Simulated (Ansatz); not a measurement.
Geometry relaxation, with input and output: InAs (part 1 of 2)

The run: geometry relaxation of InAs (2 atoms in the cell). Method and program: DFT PBE, scalar-relativistic, plane waves, PAW, no spin polarisation (Ansatz 0.2.0).

The structure derives from an entry of the Crystallography Open Database. Figures and captions count atoms from 1; the log counts them from 0 in places.

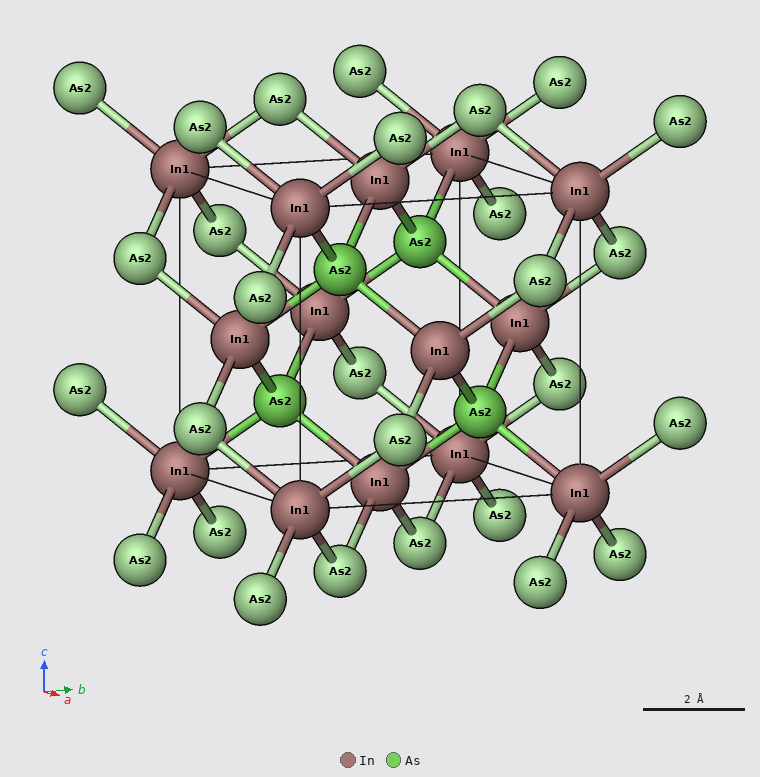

**Figure 1.** The structure as given in the input (ball-and-stick view of the cell 4 times as large as that of the calculation, set on its symmetry axes, seen slightly off an axis; neighbours outside the cell are drawn fainter; atoms are numbered from 1 in the order of the input). An atom can appear more than once, as a periodic image. Near neighbours in the periodic cell (some may lie outside the picture): In has 4 As at 2.62 Å; As has 4 In at 2.62 Å.

## Input
```yaml
crystal:
  lattice:
    - [0.0, 3.024, 3.024]
    - [3.024, 0.0, 3.024]
    - [3.024, 3.024, 0.0]
  atoms:
    - { symbol: In, position: [0.0, 0.0, 0.0] }
    - { symbol: As, position: [0.75, 0.75, 0.75] }
basis:
  ecutwfc: 420
kpoints:
  mp_grid: { grid: [12, 12, 12] }
hamiltonian:
  xc: pbe
scf:
  occupations: { method: gaussian, width: 0.1 }
output:
  forces: true
  stress: true
  eigenvalues: true
relax:
  adjacent_minimum: "off"
  f_tol: 0.005
  max_steps: 80
  cell: { stress_tol: 0.05 }
```

Command:
```bash
ansatz run input.yaml --threads 1 --pin off --max-ram 2560MiB --backend cpu --events-out ev --progress --plain --runs-dir out
```

## The program's output
```
Engine: ansatz 0.2.0, aarch64-unknown-linux-gnu
Pseudopotentials: kind: paw
Pseudopotential: In, paw, valence charge 13, recommended cutoff 420 eV (normal), In.paw.azcp
Pseudopotential: As, paw, valence charge 15, recommended cutoff 420 eV (normal), As.paw.azcp
Functional definition: PBE
  parameter kappa = 0.804
  parameter beta = 0.06672455060314922
  exchange = pbe_x(kappa = kappa, mu = beta*pi^2/3)
  correlation = pbe_c(beta = beta)
Crystal: 2 atoms, lattice volume = 55.306 Å³
Basis set: ecut = 420 eV, 1067 PW (Γ), exchange–correlation on 60×60×60 points (8 copies of the dense FFT grid, shifted against one another)
Bands: 18, of which v1, the nominal top of the filled ones, is band 14 counted from 1 (13 counted from 0)
Symmetry: 24 space group operations
Space group: F-43m (ITA 216), of the structure as read, at distance tolerance 3.8e-5 Å
k-points: 72 of 1728 (time reversal used)
Non-local potential: In, projectors of the file, l = 0: 2, l = 1: 2, l = 2: 2, l = 3: 2
Non-local potential: As, projectors of the file, l = 0: 2, l = 1: 2, l = 2: 3, l = 3: 1
PAW form: soft (Blöchl's): semilocal exchange-correlation on the pseudo side does not see the compensation charge
PAW one-centre angular grid: In, 590 points (default); XC on 64 Gauss nodes
PAW one-centre angular grid: As, 590 points (default); XC on 64 Gauss nodes
Initial density: superposition of atomic densities (neutral atoms: chi_scale 0, normalization atom), corrected by the library's trained network
Initial wavefunctions: pseudopotential atomic-orbital guess
Functional: x = pbe(κ = 0.804, μ = 0.2195149727645171), c = pbe(β = 0.06672455060314922)
SCF iter   1: F=—  HF=-10454.428349 eV  |F-HF|=—  |Δ(HF+E_count)|=         —  Δρ=2.43e-3  dr2=7.07e-3  ethr=1.77e-3  ⟨swp⟩=5.5  Hψ=6252  notcnv=0
preconditioner: auto → none  [insulator: Δε(μ)=0.804 eV  Ē_g=14.749 eV  σ=0.100 eV  W_gap=0.80  n_scr=14 (ndim 8)  ℏωp=21.2 eV  f_vac=0.107  D(μ)=0.03/eV (n_scr^D=0)  ε∞_Penn≈3.1]
SCF iter   2: F=—  HF=-10454.425340 eV  |F-HF|=—  |Δ(HF+E_count)|=   3.01e-3  Δρ=1.05e-3  dr2=6.44e-4  ethr=2.53e-5  ⟨swp⟩=2.0  Hψ=2523  notcnv=0
SCF iter   3: F=—  HF=-10454.425192 eV  |F-HF|=—  |Δ(HF+E_count)|=   1.48e-4  Δρ=3.05e-4  dr2=6.12e-5  ethr=2.30e-6  ⟨swp⟩=2.0  Hψ=1945  notcnv=0
SCF iter   4: F=—  HF=-10454.425228 eV  |F-HF|=—  |Δ(HF+E_count)|=   3.63e-5  Δρ=1.03e-4  dr2=5.97e-6  ethr=2.19e-7  ⟨swp⟩=2.0  Hψ=1585  notcnv=0
SCF iter   5: F=—  HF=-10454.425236 eV  |F-HF|=—  |Δ(HF+E_count)|=   8.09e-6  Δρ=3.28e-5  dr2=6.39e-7  ethr=2.13e-8  ⟨swp⟩=2.0  Hψ=2305  notcnv=0
SCF iter   6: F=-10454.425236 eV  HF=-10454.425236 eV  |F-HF|=3.22e-9  |Δ(HF+E_count)|=   8.71e-8  Δρ=5.90e-6  dr2=1.41e-8  ethr=3.57e-10  ⟨swp⟩=6.2  Hψ=6126  notcnv=0
SCF 1 converged in 6 iterations: F = -10454.425236 eV  dr2 = 1.41e-8
  greatest PAW one-centre occupation: 0.999 electrons in one spin orbital (limit 2), on the As atom at site 1 (counted from 0), in its partial waves of l = 2
relax step   1: F+E_penalty+E_count = -10454.42523641 eV  Δ(F+E_penalty+E_count) = +0.000e0 eV  max|allowed force component| = 1.307e-16 eV/Å  Δτ_max = 0.0000 Å  P = +3.872 GPa  Ω = 55.306 Å³  (6 SCF iters, dr2 threshold 1.00e-7 eV, accepted)
Crystal: 2 atoms, lattice volume = 60.387 Å³
Basis set: ecut = 420 eV, 1243 PW (Γ), exchange–correlation on 60×60×60 points (8 copies of the dense FFT grid, shifted against one another)
Initial density: handed on by an earlier stage of this run
Initial wavefunctions: those handed on with the density
iter 1 solved again at ethr=2.46e-5 eV; its pass at ethr=3.10e-3 eV (dr2=6.90e-3 eV) is discarded
SCF iter   1: F=—  HF=-10454.464635 eV  |F-HF|=—  |Δ(HF+E_count)|=         —  Δρ=2.74e-3  dr2=6.65e-3  ethr=2.46e-5  ⟨swp⟩=2.6  Hψ=8743  notcnv=0
preconditioner: auto → none  [insulator: Δε(μ)=0.569 eV  Ē_g=14.360 eV  σ=0.100 eV  W_gap=0.83  n_scr=14 (ndim 8)  ℏωp=20.3 eV  f_vac=0.131  D(μ)=0.03/eV (n_scr^D=0)  ε∞_Penn≈3.0]
SCF iter   2: F=—  HF=-10454.464360 eV  |F-HF|=—  |Δ(HF+E_count)|=   2.75e-4  Δρ=1.24e-3  dr2=8.94e-4  ethr=2.37e-5  ⟨swp⟩=2.0  Hψ=1569  notcnv=0
SCF iter   3: F=—  HF=-10454.464658 eV  |F-HF|=—  |Δ(HF+E_count)|=   2.97e-4  Δρ=4.40e-4  dr2=1.68e-4  ethr=3.19e-6  ⟨swp⟩=2.0  Hψ=2303  notcnv=0
SCF iter   4: F=—  HF=-10454.464696 eV  |F-HF|=—  |Δ(HF+E_count)|=   3.79e-5  Δρ=1.10e-4  dr2=5.49e-6  ethr=5.99e-7  ⟨swp⟩=2.0  Hψ=2305  notcnv=0
SCF iter   5: F=—  HF=-10454.464703 eV  |F-HF|=—  |Δ(HF+E_count)|=   7.49e-6  Δρ=2.33e-5  dr2=2.42e-7  ethr=1.96e-8  ⟨swp⟩=2.2  Hψ=1661  notcnv=0
SCF iter   6: F=-10454.464704 eV  HF=-10454.464704 eV  |F-HF|=1.27e-9  |Δ(HF+E_count)|=   5.22e-7  Δρ=6.63e-6  dr2=2.45e-8  ethr=7.14e-10  ⟨swp⟩=6.1  Hψ=6092  notcnv=0
SCF 2 converged in 6 iterations: F = -10454.464704 eV  dr2 = 2.45e-8
relax step   2: F+E_penalty+E_count = -10454.46470373 eV  Δ(F+E_penalty+E_count) = -3.947e-2 eV  max|allowed force component| = 3.556e-17 eV/Å  Δτ_max = 0.0000 Å  P = -0.920 GPa  Ω = 60.387 Å³  energy of the carried Pulay correction = -1.052e-3 eV  (6 SCF iters, dr2 threshold 2.00e-7 eV, accepted)
Crystal: 2 atoms, lattice volume = 59.340 Å³
Basis set: ecut = 420 eV, 1211 PW (Γ), exchange–correlation on 60×60×60 points (8 copies of the dense FFT grid, shifted against one another)
iter 1 solved again at ethr=9.40e-7 eV; its pass at ethr=3.10e-3 eV (dr2=2.63e-4 eV) is discarded
SCF iter   1: F=—  HF=-10454.468357 eV  |F-HF|=—  |Δ(HF+E_count)|=         —  Δρ=5.34e-4  dr2=2.38e-4  ethr=9.40e-7  ⟨swp⟩=2.7  Hψ=8004  notcnv=0
preconditioner: auto → none  [insulator: Δε(μ)=0.619 eV  Ē_g=14.429 eV  σ=0.100 eV  W_gap=0.82  n_scr=14 (ndim 8)  ℏωp=20.5 eV  f_vac=0.113  D(μ)=0.03/eV (n_scr^D=0)  ε∞_Penn≈3.0]
SCF iter   2: F=—  HF=-10454.468338 eV  |F-HF|=—  |Δ(HF+E_count)|=   1.91e-5  Δρ=2.40e-4  dr2=3.11e-5  ethr=8.48e-7  ⟨swp⟩=2.0  Hψ=1562  notcnv=0
SCF iter   3: F=—  HF=-10454.468345 eV  |F-HF|=—  |Δ(HF+E_count)|=   7.55e-6  Δρ=8.16e-5  dr2=5.49e-6  ethr=1.11e-7  ⟨swp⟩=2.0  Hψ=2303  notcnv=0
SCF iter   4: F=-10454.468346 eV  HF=-10454.468346 eV  |F-HF|=1.70e-7  |Δ(HF+E_count)|=   7.06e-7  Δρ=2.13e-5  dr2=1.90e-7  ethr=7.14e-10  ⟨swp⟩=4.1  Hψ=7014  notcnv=0
SCF 3 converged in 4 iterations: F = -10454.468346 eV  dr2 = 1.90e-7
relax step   3: F+E_penalty+E_count = -10454.46834637 eV  Δ(F+E_penalty+E_count) = -3.643e-3 eV  max|allowed force component| = 2.255e-17 eV/Å  Δτ_max = 0.0000 Å  P = -0.117 GPa  Ω = 59.340 Å³  energy of the carried Pulay correction = -8.431e-4 eV  (4 SCF iters, dr2 threshold 2.00e-7 eV, accepted)
Crystal: 2 atoms, lattice volume = 59.201 Å³
Basis set: ecut = 420 eV, 1139 PW (Γ), exchange–correlation on 60×60×60 points (8 copies of the dense FFT grid, shifted against one another)
iter 1 solved again at ethr=2.09e-8 eV; its pass at ethr=3.10e-3 eV (dr2=5.86e-6 eV) is discarded
SCF iter   1: F=—  HF=-10454.468427 eV  |F-HF|=—  |Δ(HF+E_count)|=         —  Δρ=8.31e-5  dr2=5.05e-6  ethr=2.09e-8  ⟨swp⟩=3.3  Hψ=7884  notcnv=0
preconditioner: auto → none  [insulator: Δε(μ)=0.624 eV  Ē_g=14.438 eV  σ=0.100 eV  W_gap=0.82  n_scr=14 (ndim 8)  ℏωp=20.5 eV  f_vac=0.115  D(μ)=0.03/eV (n_scr^D=0)  ε∞_Penn≈3.0]
SCF iter   2: F=—  HF=-10454.468428 eV  |F-HF|=—  |Δ(HF+E_count)|=   1.82e-7  Δρ=4.01e-5  dr2=8.52e-7  ethr=1.80e-8  ⟨swp⟩=2.0  Hψ=1537  notcnv=0
SCF iter   3: F=—  HF=-10454.468428 eV  |F-HF|=—  |Δ(HF+E_count)|=   5.30e-7  Δρ=1.19e-5  dr2=1.43e-7  ethr=3.04e-9  ⟨swp⟩=2.0  Hψ=2302  notcnv=0
SCF iter   4: F=-10454.468428 eV  HF=-10454.468428 eV  |F-HF|=5.03e-9  |Δ(HF+E_count)|=   1.48e-8  Δρ=3.28e-6  dr2=4.84e-9  ethr=1.23e-10  ⟨swp⟩=5.5  Hψ=5360  notcnv=0
SCF 4 converged in 4 iterations: F = -10454.468428 eV  dr2 = 4.84e-9
relax step   4: F+E_penalty+E_count = -10454.46842810 eV  Δ(F+E_penalty+E_count) = -8.173e-5 eV  max|allowed force component| = 4.221e-17 eV/Å  Δτ_max = 0.0000 Å  P = -0.005 GPa  Ω = 59.201 Å³  energy of the carried Pulay correction = -8.150e-4 eV  (4 SCF iters, dr2 threshold 3.44e-8 eV, accepted)
Initial wavefunctions: pseudopotential atomic-orbital guess (no wavefunctions were taken with the density)
iter 1 solved again at ethr=3.01e-7 eV; its pass at ethr=3.10e-3 eV (dr2=8.42e-5 eV) is discarded
SCF iter   1: F=—  HF=-10454.469195 eV  |F-HF|=—  |Δ(HF+E_count)|=         —  Δρ=9.94e-5  dr2=1.04e-6  ethr=3.01e-7  ⟨swp⟩=2.0  Hψ=9154  notcnv=0
SCF iter   2: F=—  HF=-10454.469208 eV  |F-HF|=—  |Δ(HF+E_count)|=   1.31e-5  Δρ=4.45e-5  dr2=2.23e-7  ethr=3.71e-9  ⟨swp⟩=2.0  Hψ=2141  notcnv=0
SCF iter   3: F=—  HF=-10454.469212 eV  |F-HF|=—  |Δ(HF+E_count)|=   4.34e-6  Δρ=1.32e-5  dr2=1.55e-8  ethr=7.98e-10  ⟨swp⟩=2.0  Hψ=1585  notcnv=0
SCF iter   4: F=—  HF=-10454.469213 eV  |F-HF|=—  |Δ(HF+E_count)|=   4.09e-7  Δρ=1.60e-6  dr2=6.25e-10  ethr=5.55e-11  ⟨swp⟩=2.0  Hψ=1955  notcnv=0
SCF iter   5: F=—  HF=-10454.469213 eV  |F-HF|=—  |Δ(HF+E_count)|=   2.48e-9  Δρ=3.68e-7  dr2=1.71e-10  ethr=2.23e-12  ⟨swp⟩=2.7  Hψ=2146  notcnv=0
SCF iter   6: F=-10454.469213 eV  HF=-10454.469213 eV  |F-HF|=3.64e-12  |Δ(HF+E_count)|=  5.09e-11  Δρ=9.23e-8  dr2=3.06e-12  ethr=1.00e-12  ⟨swp⟩=4.0  Hψ=6172  notcnv=0
SCF 5 converged in 6 iterations: F = -10454.469213 eV  dr2 = 3.06e-12
relax step   5: F+E_penalty+E_count = -10454.46921251 eV  Δ(F+E_penalty+E_count) = -7.844e-4 eV  max|allowed force component| = 2.226e-17 eV/Å  Δτ_max = 0.0000 Å  P = -0.008 GPa  Ω = 59.201 Å³  stress off target by 7.81e-3 GPa  SCF on the basis re-selected at this cell (its energy is not comparable with the rows above)  (6 SCF iters)
```

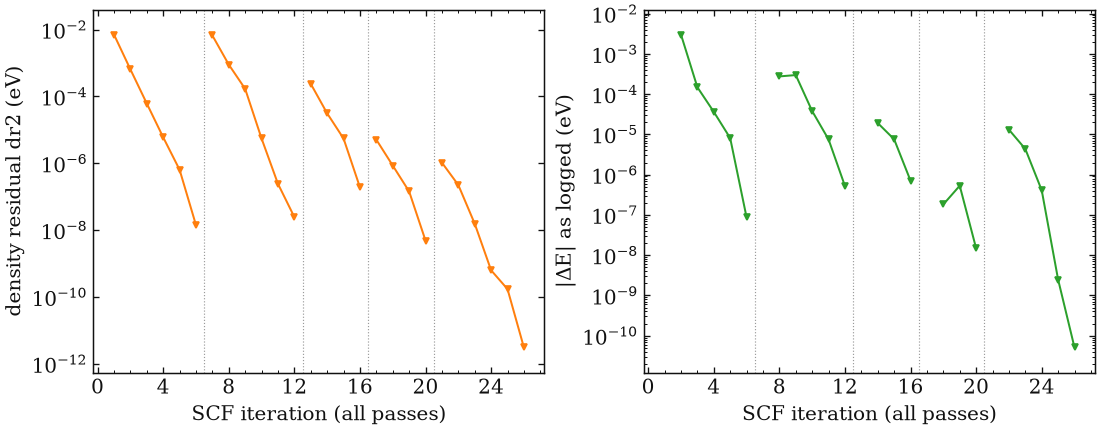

**Figure 2.** Convergence of the self-consistent field: density residual dr2 and size of the energy change against the SCF iteration. The dotted lines part the SCF passes of the relaxation: geometry steps, rejected trials and re-solves on a re-selected basis. The 5 passes take 4 to 6 iterations each, 26 in all.
